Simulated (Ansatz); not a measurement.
**Si4C: a trial structure relaxed**

Aim: relax a trial structure of Si4C and see where it ends.

Computed with Ansatz 0.2.0 (DFT PBE, scalar-relativistic, plane waves, PAW, unless a step's input says otherwise).

### 1 The starting structure

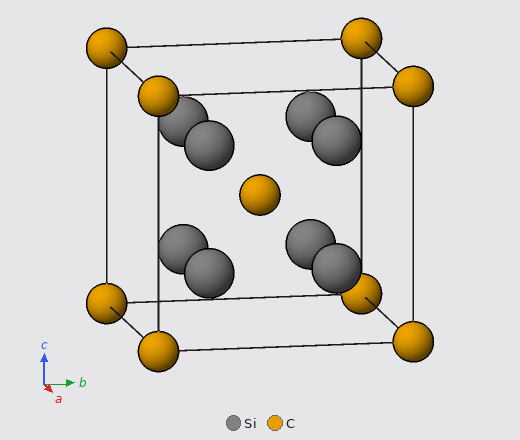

The starting structure, seen slightly off an axis (silicon grey, carbon amber). Atoms on the faces are drawn again on the opposite ones. The cell drawn here is the conventional one.

Structure file:

```cif
data_structure
_symmetry_space_group_name_H-M 'Im-3m'
_symmetry_Int_Tables_number 229
_cell_length_a 5.2071
_cell_length_b 5.2071
_cell_length_c 5.2071
_cell_angle_alpha 90.000
_cell_angle_beta 90.000
_cell_angle_gamma 90.000
_cell_volume 141.18
loop_
_atom_site_label
_atom_site_type_symbol
_atom_site_symmetry_multiplicity
_atom_site_Wyckoff_symbol
_atom_site_fract_x
_atom_site_fract_y
_atom_site_fract_z
_atom_site_occupancy
Si1 Si 8 c 0.25000 0.25000 0.25000 1
C1 C 2 a 0.00000 0.00000 0.00000 1
```

Recipe of the guess: species swapped into a database cell of Hg4Pt (Im-3m, No. 229), with Si on the Hg sites and C on the Pt sites. The dimensions are guesses.

### 2 Probe: one point on a coarse mesh

Contents of input.yaml:

```yaml
crystal:
  lattice:
    - [-2.60353851, 2.60353851, 2.60353851]
    - [2.60353851, -2.60353851, 2.60353851]
    - [2.60353851, 2.60353851, -2.60353851]
  atoms:
    - { symbol: Si, position: [0.5, 0.5, 0.5] }
    - { symbol: Si, position: [0.5, 0.0, 0.0] }
    - { symbol: Si, position: [0.0, 0.0, 0.5] }
    - { symbol: Si, position: [0.0, 0.5, 0.0] }
    - { symbol: C, position: [0.0, 0.0, 0.0] }
basis:
  ecutwfc: 420
kpoints:
  mp_grid: { grid: [6, 6, 6] }
hamiltonian:
  xc: pbe
scf:
  occupations: { method: gaussian, width: 0.1 }
  lower_state_search: "off"
output:
  forces: true
  stress: true
  eigenvalues: true
```

Command:

```bash
ansatz run input.yaml --threads 1 --pin off --max-ram 2048MiB --backend cpu --events-out ev --progress --plain --runs-dir out
```

What it wrote, shortened:

```text
[...]
SCF converged after 6 iterations
Free energy (F): -2789.281937 eV
[...]
E sigma→0 (E₀):  -2789.274216 eV
Entropy (-TS):   -0.015441 eV (-3.088 meV/atom)
Fermi energy:    9.402771 eV
[...]
--- Forces (eV/Å), atoms counted from 1 ---
  atom   1  Si    -0.00000000     0.00000000     0.00000000
  atom   2  Si    -0.00000000     0.00000000    -0.00000000
  atom   3  Si    -0.00000000     0.00000000     0.00000000
  atom   4  Si    -0.00000000    -0.00000000    -0.00000000
  atom   5  C     -0.00000000     0.00000000     0.00000000
[...]
--- Stress (GPa, compression-positive) ---
       -3.242893      -0.000000      -0.000000
       -0.000000      -3.242893       0.000000
       -0.000000      -0.000000      -3.242893
  P = ⅓ Tr σ = -3.2429 GPa (-32.429 kbar)
--- Band table (eV; the first three rows and the last of 16) ---
  k-point 0: bands = ["-5.7720", "2.2272", "2.8951", "2.8951", "2.8951", "4.9972", "4.9972", "4.9972", "6.3712", "6.3712", "6.3712", "10.6595", "10.6595", "13.4546", "13.4546"]
[...]
```

Run time: 0.75 s. Hardware: 1 thread of Intel Xeon 6975P-C (Granite Rapids), shared host; peak memory 0.37 GiB.

Read-out: pressure -3.2 GPa, largest force 0.00 eV/Å, gap on this mesh none (metal). The relaxation goes to the converged mesh at once.

### 3 Final relaxation

input.yaml: that of step 2 with these lines changed.

```diff
@@ -14,3 +14,3 @@
 kpoints:
-  mp_grid: { grid: [6, 6, 6] }
+  mp_grid: { grid: [10, 10, 10] }
 hamiltonian:
@@ -19,3 +19,2 @@
   occupations: { method: gaussian, width: 0.1 }
-  lower_state_search: "off"
 output:
@@ -24 +23,6 @@
   eigenvalues: true
+relax:
+  adjacent_minimum: "off"
+  f_tol: 0.01
+  max_steps: 80
+  cell: { stress_tol: 0.05 }
```

Command:

```bash
ansatz run input.yaml --threads 1 --pin off --max-ram 2048MiB --backend cpu --events-out ev --progress --plain --runs-dir out
```

What it wrote:

```text
Warning: RAYON_NUM_THREADS=1 ignored (pool sized by the plan → 1); use --threads N
Engine: ansatz 0.2.0, x86_64-unknown-linux-gnu
Pseudopotentials: kind: paw
Pseudopotential: Si, paw, valence charge 4, recommended cutoff 420 eV (normal), Si.paw.azcp
Pseudopotential: C, paw, valence charge 4, recommended cutoff 420 eV (normal), C.paw.azcp
Functional definition: PBE
  parameter kappa = 0.804
  parameter beta = 0.06672455060314922
  exchange = pbe_x(kappa = kappa, mu = beta*pi^2/3)
  correlation = pbe_c(beta = beta)
Crystal: 5 atoms, lattice volume = 70.591 Å³
Basis set: ecut = 420 eV, 1409 PW (Γ), exchange–correlation on 64×64×64 points (8 copies of the dense FFT grid, shifted against one another)
Bands: 15, of which v1, the nominal top of the filled ones, is band 10 counted from 1 (9 counted from 0)
Symmetry: 48 space group operations
Space group: Im-3m (ITA 229), of the structure as read, at distance tolerance 4.1e-5 Å
k-points: 47 of 1000
Non-local potential: Si, projectors of the file, l = 0: 2, l = 1: 2, l = 2: 2
Non-local potential: C, projectors of the file, l = 0: 2, l = 1: 2, l = 2: 1
PAW form: soft (Blöchl's): semilocal exchange-correlation on the pseudo side does not see the compensation charge
PAW one-centre angular grid: Si, 110 points (default); XC on 64 Gauss nodes
PAW one-centre angular grid: C, 110 points (default); XC on 64 Gauss nodes
Initial density: superposition of atomic densities (neutral atoms: chi_scale 0, normalization atom), corrected by the library's trained network
Initial wavefunctions: pseudopotential atomic-orbital guess
Functional: x = pbe(κ = 0.804, μ = 0.2195149727645171), c = pbe(β = 0.06672455060314922)
SCF iter   1: F=—  HF=-2789.339730 eV  |F-HF|=—  |Δ(HF+E_count)|=         —  Δρ=6.84e-3  dr2=5.32e-2  ethr=1.77e-3  ⟨swp⟩=6.4  Hψ=4441  notcnv=0
preconditioner: auto → Kerker (q_TF=auto, 2.211 Å⁻¹)  [metal: Δε(μ)=0.017 eV  Ē_g=8.338 eV  σ=0.100 eV  W_gap=0.09  n_scr=12 (ndim 8)  ℏωp=19.8 eV  f_vac=0.000  D(μ)=2.03/eV (n_scr^D=12)]
SCF iter   2: F=—  HF=-2789.333123 eV  |F-HF|=—  |Δ(HF+E_count)|=   6.61e-3  Δρ=3.10e-3  dr2=1.13e-2  ethr=2.66e-4  ⟨swp⟩=1.0  Hψ=1081  notcnv=0
SCF iter   3: F=—  HF=-2789.331443 eV  |F-HF|=—  |Δ(HF+E_count)|=   1.68e-3  Δρ=3.71e-4  dr2=1.26e-4  ethr=5.67e-5  ⟨swp⟩=2.3  Hψ=998  notcnv=0
SCF iter   4: F=—  HF=-2789.331467 eV  |F-HF|=—  |Δ(HF+E_count)|=   2.41e-5  Δρ=1.25e-4  dr2=1.80e-5  ethr=6.29e-7  ⟨swp⟩=2.1  Hψ=1079  notcnv=0
SCF iter   5: F=—  HF=-2789.331472 eV  |F-HF|=—  |Δ(HF+E_count)|=   5.00e-6  Δρ=3.63e-5  dr2=1.46e-6  ethr=8.98e-8  ⟨swp⟩=2.1  Hψ=960  notcnv=0
SCF iter   6: F=-2789.331472 eV  HF=-2789.331472 eV  |F-HF|=8.03e-9  |Δ(HF+E_count)|=   2.18e-8  Δρ=3.83e-6  dr2=1.64e-8  ethr=5.00e-10  ⟨swp⟩=5.2  Hψ=3400  notcnv=0
SCF 1 converged in 6 iterations: F = -2789.331472 eV  dr2 = 1.64e-8
relax step   1: F+E_penalty+E_count = -2789.33147244 eV  Δ(F+E_penalty+E_count) = +0.000e0 eV  max|allowed force component| = 9.540e-31 eV/Å  Δτ_max = 0.0000 Å  P = -3.054 GPa  Ω = 70.591 Å³  (6 SCF iters, dr2 threshold 1.00e-7 eV, accepted)
Crystal: 5 atoms, lattice volume = 69.230 Å³
Initial density: handed on by an earlier stage of this run
Initial wavefunctions: those handed on with the density
iter 1 solved again at ethr=9.55e-6 eV; its pass at ethr=3.10e-3 eV (dr2=1.91e-3 eV) is discarded
SCF iter   1: F=—  HF=-2789.350321 eV  |F-HF|=—  |Δ(HF+E_count)|=         —  Δρ=1.37e-3  dr2=1.99e-3  ethr=9.55e-6  ⟨swp⟩=2.5  Hψ=4590  notcnv=0
preconditioner: auto → Kerker (q_TF=auto, 2.218 Å⁻¹)  [metal: Δε(μ)=0.010 eV  Ē_g=8.454 eV  σ=0.100 eV  W_gap=0.06  n_scr=12 (ndim 8)  ℏωp=20.0 eV  f_vac=0.000  D(μ)=1.71/eV (n_scr^D=12)]
SCF iter   2: F=—  HF=-2789.349935 eV  |F-HF|=—  |Δ(HF+E_count)|=   3.87e-4  Δρ=3.99e-4  dr2=9.42e-5  ethr=9.55e-6  ⟨swp⟩=2.5  Hψ=1085  notcnv=0
SCF iter   3: F=—  HF=-2789.349936 eV  |F-HF|=—  |Δ(HF+E_count)|=   1.76e-6  Δρ=2.38e-4  dr2=3.45e-5  ethr=4.71e-7  ⟨swp⟩=1.0  Hψ=705  notcnv=0
SCF iter   4: F=—  HF=-2789.349942 eV  |F-HF|=—  |Δ(HF+E_count)|=   6.00e-6  Δρ=3.03e-5  dr2=7.72e-7  ethr=1.73e-7  ⟨swp⟩=1.3  Hψ=808  notcnv=0
SCF iter   5: F=-2789.349943 eV  HF=-2789.349943 eV  |F-HF|=8.41e-9  |Δ(HF+E_count)|=   2.45e-7  Δρ=6.56e-6  dr2=3.01e-8  ethr=2.50e-9  ⟨swp⟩=5.1  Hψ=3318  notcnv=0
SCF 2 converged in 5 iterations: F = -2789.349943 eV  dr2 = 3.01e-8
relax step   2: F+E_penalty+E_count = -2789.34994255 eV  Δ(F+E_penalty+E_count) = -1.847e-2 eV  max|allowed force component| = 9.355e-31 eV/Å  Δτ_max = 0.0000 Å  P = -1.099 GPa  Ω = 69.230 Å³  energy of the carried Pulay correction = +6.746e-4 eV  (5 SCF iters, dr2 threshold 5.00e-7 eV, accepted)
Crystal: 5 atoms, lattice volume = 68.488 Å³
iter 1 solved again at ethr=2.89e-6 eV; its pass at ethr=3.10e-3 eV (dr2=5.78e-4 eV) is discarded
SCF iter   1: F=—  HF=-2789.352853 eV  |F-HF|=—  |Δ(HF+E_count)|=         —  Δρ=7.60e-4  dr2=6.01e-4  ethr=2.89e-6  ⟨swp⟩=2.7  Hψ=4479  notcnv=0
preconditioner: auto → Kerker (q_TF=auto, 2.222 Å⁻¹)  [metal: Δε(μ)=0.033 eV  Ē_g=8.513 eV  σ=0.100 eV  W_gap=0.18  n_scr=12 (ndim 8)  ℏωp=20.1 eV  f_vac=0.000  D(μ)=1.65/eV (n_scr^D=12)]
SCF iter   2: F=—  HF=-2789.352732 eV  |F-HF|=—  |Δ(HF+E_count)|=   1.21e-4  Δρ=2.23e-4  dr2=3.05e-5  ethr=2.89e-6  ⟨swp⟩=2.5  Hψ=1081  notcnv=0
SCF iter   3: F=—  HF=-2789.352745 eV  |F-HF|=—  |Δ(HF+E_count)|=   1.30e-5  Δρ=1.32e-4  dr2=1.06e-5  ethr=1.52e-7  ⟨swp⟩=1.0  Hψ=705  notcnv=0
SCF iter   4: F=-2789.352747 eV  HF=-2789.352747 eV  |F-HF|=4.51e-8  |Δ(HF+E_count)|=   1.91e-6  Δρ=1.67e-5  dr2=2.31e-7  ethr=2.50e-9  ⟨swp⟩=4.2  Hψ=3332  notcnv=0
SCF 3 converged in 4 iterations: F = -2789.352747 eV  dr2 = 2.31e-7
relax step   3: F+E_penalty+E_count = -2789.35274678 eV  Δ(F+E_penalty+E_count) = -2.804e-3 eV  max|allowed force component| = 8.949e-31 eV/Å  Δτ_max = 0.0000 Å  P = +0.062 GPa  Ω = 68.488 Å³  energy of the carried Pulay correction = +1.048e-3 eV  (4 SCF iters, dr2 threshold 5.00e-7 eV, accepted)
Crystal: 5 atoms, lattice volume = 68.527 Å³
iter 1 solved again at ethr=9.70e-9 eV; its pass at ethr=3.10e-3 eV (dr2=1.94e-6 eV) is discarded
SCF iter   1: F=—  HF=-2789.352720 eV  |F-HF|=—  |Δ(HF+E_count)|=         —  Δρ=4.49e-5  dr2=2.04e-6  ethr=9.70e-9  ⟨swp⟩=2.6  Hψ=4428  notcnv=0
preconditioner: auto → Kerker (q_TF=auto, 2.222 Å⁻¹)  [metal: Δε(μ)=0.031 eV  Ē_g=8.508 eV  σ=0.100 eV  W_gap=0.17  n_scr=12 (ndim 8)  ℏωp=20.1 eV  f_vac=0.000  D(μ)=1.66/eV (n_scr^D=12)]
SCF iter   2: F=—  HF=-2789.352734 eV  |F-HF|=—  |Δ(HF+E_count)|=   1.43e-5  Δρ=1.07e-5  dr2=6.01e-8  ethr=9.70e-9  ⟨swp⟩=2.4  Hψ=1069  notcnv=0
SCF iter   3: F=—  HF=-2789.352734 eV  |F-HF|=—  |Δ(HF+E_count)|=   4.33e-8  Δρ=6.00e-6  dr2=1.99e-8  ethr=4.85e-11  ⟨swp⟩=4.1  Hψ=2354  notcnv=0
SCF iter   4: F=-2789.352734 eV  HF=-2789.352734 eV  |F-HF|=2.64e-11  |Δ(HF+E_count)|=   5.61e-9  Δρ=9.33e-7  dr2=7.92e-10  ethr=4.85e-11  ⟨swp⟩=4.0  Hψ=2329  notcnv=0
SCF 4 converged in 4 iterations: F = -2789.352734 eV  dr2 = 7.92e-10
relax step   4: F+E_penalty+E_count = -2789.35273422 eV  Δ(F+E_penalty+E_count) = +1.256e-5 eV  max|allowed force component| = 1.189e-30 eV/Å  Δτ_max = 0.0000 Å  P = -0.002 GPa  Ω = 68.527 Å³  energy of the carried Pulay correction = +1.028e-3 eV  (4 SCF iters, dr2 threshold 9.71e-9 eV, accepted)
Basis set: ecut = 420 eV, 1409 PW (Γ), exchange–correlation on 60×60×60 points (8 copies of the dense FFT grid, shifted against one another)
Initial wavefunctions: pseudopotential atomic-orbital guess (no wavefunctions were taken with the density)
iter 1 solved again at ethr=2.36e-7 eV; its pass at ethr=3.10e-3 eV (dr2=4.72e-5 eV) is discarded
SCF iter   1: F=—  HF=-2789.351933 eV  |F-HF|=—  |Δ(HF+E_count)|=         —  Δρ=5.22e-5  dr2=3.53e-7  ethr=2.36e-7  ⟨swp⟩=3.0  Hψ=6292  notcnv=0
SCF iter   2: F=—  HF=-2789.351865 eV  |F-HF|=—  |Δ(HF+E_count)|=   6.80e-5  Δρ=2.68e-5  dr2=6.22e-8  ethr=1.76e-9  ⟨swp⟩=2.2  Hψ=1151  notcnv=0
SCF iter   3: F=—  HF=-2789.351865 eV  |F-HF|=—  |Δ(HF+E_count)|=   2.06e-7  Δρ=7.58e-6  dr2=5.07e-9  ethr=3.11e-10  ⟨swp⟩=2.7  Hψ=1143  notcnv=0
SCF iter   4: F=-2789.351865 eV  HF=-2789.351865 eV  |F-HF|=2.23e-11  |Δ(HF+E_count)|=   1.67e-8  Δρ=3.08e-7  dr2=3.39e-11  ethr=1.00e-12  ⟨swp⟩=4.0  Hψ=3381  notcnv=0
SCF 5 converged in 4 iterations: F = -2789.351865 eV  dr2 = 3.39e-11
relax step   5: F+E_penalty+E_count = -2789.35186487 eV  Δ(F+E_penalty+E_count) = +8.693e-4 eV  max|allowed force component| = 1.077e-30 eV/Å  Δτ_max = 0.0000 Å  P = -0.024 GPa  Ω = 68.527 Å³  stress off target by 2.45e-2 GPa  SCF on the basis re-selected at this cell (its energy is not comparable with the rows above)  (4 SCF iters)
basis re-selected at this cell: Δ(F+E_penalty+E_count) = +8.693e-4 eV, ΔP = -0.023 GPa vs the last step (what re-selecting the basis moved, of the pressure what is left beyond the Pulay correction that the steps carried, after the strain that the cell walked since its last selection, with what the two solves' SCF thresholds leave and, on support functions, any second-order correction that the steps lacked; it is no measure of the basis error at this ecutwfc). The dense FFT grid was sized anew with the basis: this SCF ran on 30×30×30 points, the steps before it on 32×32×32, so part of this shift can come from that change (see relax.cell in the input reference). This SCF's stress stands 2.45e-2 GPa from its target on what of the cell is left free (relax.cell.stress_tol is 5.00e-2 GPa) and its largest allowed force component is 1.08e-30 eV/Å (relax.f_tol is 1.00e-2 eV/Å): within both
SCF converged after 4 iterations
Free energy (F): -2789.351865 eV
Harris-Foulkes:  -2789.351865 eV  (|F-HF|=2.23e-11)
Internal energy: -2789.343567 eV  (E = F + TS)
E sigma→0 (E₀):  -2789.347716 eV
Entropy (-TS):   -0.008298 eV (-1.660 meV/atom)
Fermi energy:    9.743853 eV
--- Per-component energies (eV) ---
  E_band       = 74.161930
  E_kinetic    = 248.757308
  E_local      = -136.961241  (includes V_loc(G=0)·N_el)
  E_nonlocal   = 128.958442
  E_hartree    = 47.894317
  E_xc         = -270.766503
  E_vxc        = -249.177896  (∫ρ·V_xc dr)
  E_paw        = -2147.089424  (= ΣΔE_a)
  E_vpaw       = -13.203317  (= ΣTr[D̂ρ^β])
  E_aug_tail   = 0.000032  (compensation charges beyond the density's cutoff)
  E_ewald      = -660.136497
  E_smearing   = -0.008298  (= −TS)
  E_closure    = 0.000000  (closes the sum)
  Σ components = -2789.351865   (vs F -2789.351865, Δ=0.00e0)
--- Forces (eV/Å), atoms counted from 1 ---
  atom   1  Si     0.00000000    -0.00000000    -0.00000000
  atom   2  Si     0.00000000     0.00000000     0.00000000
  atom   3  Si     0.00000000    -0.00000000     0.00000000
  atom   4  Si     0.00000000     0.00000000    -0.00000000
  atom   5  C      0.00000000    -0.00000000     0.00000000
  max |Σ_I F_I| component: 1.85e-30 eV/Å
--- Stress (GPa, compression-positive) ---
       -0.024460       0.000000      -0.000000
        0.000000      -0.024460       0.000000
        0.000000      -0.000000      -0.024460
  P = ⅓ Tr σ = -0.0245 GPa (-0.245 kbar)
--- Band table (eV; the first three rows and the last of 47) ---
  k-point 0: bands = ["-5.6416", "2.5767", "3.1238", "3.1238", "3.1238", "5.4297", "5.4297", "5.4297", "6.6703", "6.6703", "6.6703", "10.9160", "10.9160", "13.9666", "13.9666"]
  k-point 1: bands = ["-5.5574", "1.7774", "2.8382", "3.1248", "3.5873", "4.9530", "5.3065", "5.9000", "6.6452", "7.0825", "7.3371", "11.2269", "11.4330", "13.1438", "13.3792"]
  k-point 2: bands = ["-5.3129", "0.6854", "2.3317", "3.1199", "3.4924", "4.3093", "5.7212", "6.6505", "6.9558", "7.8680", "8.5445", "11.7535", "12.1223", "12.2250", "12.8357"]
  k-point 46: bands = ["-3.3990", "-0.2758", "-0.2758", "-0.2758", "3.1642", "3.1642", "9.4414", "9.4414", "9.4414", "9.4488", "9.4488", "9.4488", "12.0060", "12.4305", "18.2089"]
--- Relaxed structure (4 steps of the walk, 4 accepted, 1 SCFs on fresh bases) ---
  F+E_penalty+E_count = -2789.35186487 eV   max|allowed force component| = 1.077e-30 eV/Å   (the final SCF, on the basis selected at the relaxed cell)
  cell:  # Å, volume = 68.5270 Å³
    - [-2.5779072686311766, 2.5779072686311766, 2.5779072686311766]
    - [2.5779072686311766, -2.5779072686311766, 2.5779072686311766]
    - [2.5779072686311766, 2.5779072686311766, -2.5779072686311766]
  atoms:
    - { symbol: Si, position: [0.5, 0.5, 0.5] }
    - { symbol: Si, position: [0.5, 0.0, 0.0] }
    - { symbol: Si, position: [0.0, 0.0, 0.5] }
    - { symbol: Si, position: [0.0, 0.5, 0.0] }
    - { symbol: C, position: [4.647427006743678e-37, -2.5211689513277307e-36, -2.4850490523114434e-36] }
```

Wall time 7.8 s (1 thread of Intel Xeon 6975P-C (Granite Rapids), shared host); peak memory 0.41 GiB.

Relaxation path:

```
step  energy from step 1 (eV/cell)  largest force component (eV/Å)  pressure (GPa)  volume (Å³)
   1                        0.0000                          0.0000           -3.05        70.59
   2                       -0.0185                          0.0000           -1.10        69.23
   3                       -0.0213                          0.0000            0.06        68.49
   4                       -0.0213                          0.0000            0.00        68.53
   5                       -0.0204                          0.0000           -0.02        68.53
```

Step 1 is the start. Step 5 repeats the geometry before it on a plane-wave basis chosen anew for that cell, so its energy need not be comparable with the rows above.

Lengths and angles in the start's conventional setting:

|  | before | after | change |
| --- | --- | --- | --- |
| a (Å) | 5.207 | 5.156 | -1.0 % |
| b (Å) | 5.207 | 5.156 | -1.0 % |
| c (Å) | 5.207 | 5.156 | -1.0 % |
| volume (Å³/atom) | 14.12 | 13.71 | -2.9 % |
| shortest distance (Å) | 2.255 | 2.233 | -1.0 % |
| space group (0.01 Å) | Im-3m | Im-3m | same |

The run keeps the 48 symmetry operations of the start, so it could not have lowered the symmetry.

### 4 Summary of results

```
                              quantity                                                                      value
symmetry at the end (tolerance 0.05 Å)                                                space group Im-3m (No. 229)
                     conventional cell  a = 5.156 Å, b = 5.156 Å, c = 5.156 Å, α = 90.00°, β = 90.00°, γ = 90.00°
                                volume                                                              13.71 Å³/atom
              energy over the elements                                                              +0.97 eV/atom
                       gap on the mesh                                                               none (metal)
```

**Reading.** The space group Im-3m (No. 229) is kept, and the volume per atom shrinks by 2.9 % from the first guess. With a positive formation energy it can't be a ground state. No finished test with a distortion of lower symmetry is shown, so the end may be a saddle point.
